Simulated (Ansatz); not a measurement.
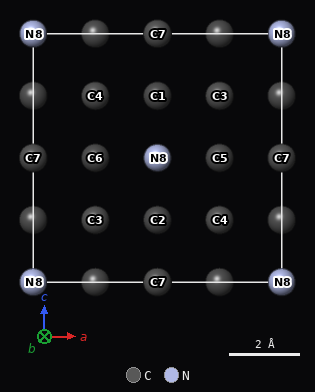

A crystal of C₇N (a generated structure, set up in Fm-3m) (coarse preliminary run), before the relaxation. The picture is a ball-and-stick view of the conventional cell (4 times the calculation's cell), seen along the b axis. Lengths and directions refer to the drawn axes.

Theory: DFT PBE, scalar-relativistic, plane waves, PAW (Ansatz 0.2.0).

Input
```yaml
crystal:
  lattice:
    - [0.0, 3.59892833, 3.59892833]
    - [3.59892833, 0.0, 3.59892833]
    - [3.59892833, 3.59892833, 0.0]
  atoms:
    - { symbol: C, position: [0.5, 0.0, 0.0] }
    - { symbol: C, position: [0.0, 0.5, 0.5] }
    - { symbol: C, position: [0.0, 0.5, 0.0] }
    - { symbol: C, position: [0.5, 0.0, 0.5] }
    - { symbol: C, position: [0.0, 0.0, 0.5] }
    - { symbol: C, position: [0.5, 0.5, 0.0] }
    - { symbol: C, position: [0.5, 0.5, 0.5] }
    - { symbol: "N", position: [0.0, 0.0, 0.0] }
basis:
  ecutwfc: 420
kpoints:
  mp_grid: { grid: [4, 4, 4] }
hamiltonian:
  xc: pbe
scf:
  occupations: { method: gaussian, width: 0.1 }
  lower_state_search: "off"
output:
  forces: true
  stress: true
  eigenvalues: true
relax:
  adjacent_minimum: "off"
  f_tol: 0.04
  max_steps: 70
  cell: { stress_tol: 0.4 }
```

Run as
```bash
ansatz run input.yaml --threads 1 --pin off --max-ram 2048MiB --backend cpu --events-out ev --progress --plain --runs-dir out
```

Predict the outcome.

The atoms keep their places relative to the cell (all moves are under 0.005 Å). The volume changes by −35.9 %, with a = b = c 7.198 → 6.205 Å (−13.8 %). The space group stays Fm-3m (No. 225). The energy falls by 4.176 eV per cell of the calculation in 6 accepted moves (8 points after the start). All forces vanish by symmetry, so only the cell relaxes. Pressure: −28.59 GPa at the start and 0.00 GPa at the end. At 2 points the geometry stayed and the basis and grid were re-selected for the new cell (energy shift of 20.6 meV per cell of the calculation at most each time). Cost: 10 s on 1 thread of Intel(R) Xeon(R) Platinum 8275CL CPU @ 3.00GHz (Skylake/Cascade Lake) (shared host), peak memory 0.39 GiB.

The structure at the end:

```xyz
8
Lattice="0.0000 3.1025 3.1025 3.1025 0.0000 3.1025 3.1025 3.1025 0.0000" Properties=species:S:1:pos:R:3 pbc="T T T"
C     3.1025    4.6537    1.5512
C     3.1025    1.5512    1.5512
C     1.5512    0.0000    1.5512
C     1.5512    3.1025    1.5512
C     1.5512    1.5512    0.0000
C     1.5512    1.5512    3.1025
C     3.1025    3.1025    3.1025
N     6.2050    3.1025    3.1025
```

The end point in the same view:

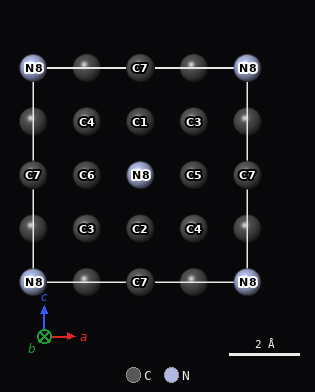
